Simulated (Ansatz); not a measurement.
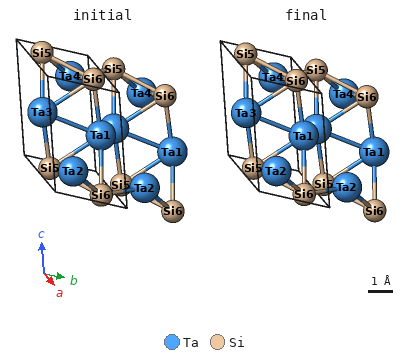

The structure of crystalline Ta2Si (set up in I4/mcm) before (left) and after (right) a relaxation, at one scale.

Style: ball-and-stick. Shown: the cell of the calculation, repeated 1 × 2 × 1 with one cell outlined, slightly off an axis.

Case: relaxed again under DFT LDA, scalar-relativistic, plane waves, PAW.

The calculation used DFT LDA, scalar-relativistic, plane waves, PAW in Ansatz 0.2.0. Set-up: plane-wave cutoff 420 eV; k-point mesh 10 × 10 × 10; occupations gaussian; smearing width 0.1 eV; no spin polarisation; cell and atoms relaxed; force threshold 0.005 eV/Å; at most 50 steps.

Question: Describe what moved and what it gained.

Answer: After 4 accepted moves (6 points after the start) the energy has fallen by 0.148 eV per cell of the calculation. Largest force component: 0.021 eV/Å at the start, 0.00024 eV/Å at the end. Pressure: −10.15 GPa at the start and −0.02 GPa at the end. The line search rejected the trial step at point 1 of the run. The SCF was repeated once at an unchanged geometry on a basis and grid sized afresh for the cell, which shifted the energy by 1.1 meV per cell of the calculation at most. The atoms keep their places relative to the cell (all moves are under 0.005 Å). The volume changes by −4.6 %, with a = b = c 5.063 → 4.983 Å (−1.6 %). Near-neighbour distances that change, for instance: Ta1–Ta3 2.861 → 2.808 Å, Ta1–Ta2 3.248 → 3.196 Å, Ta1–Ta2 (another image) 3.277 → 3.226 Å, Ta1–Si5 2.643 → 2.602 Å. The space group stays I4/mcm (No. 140).
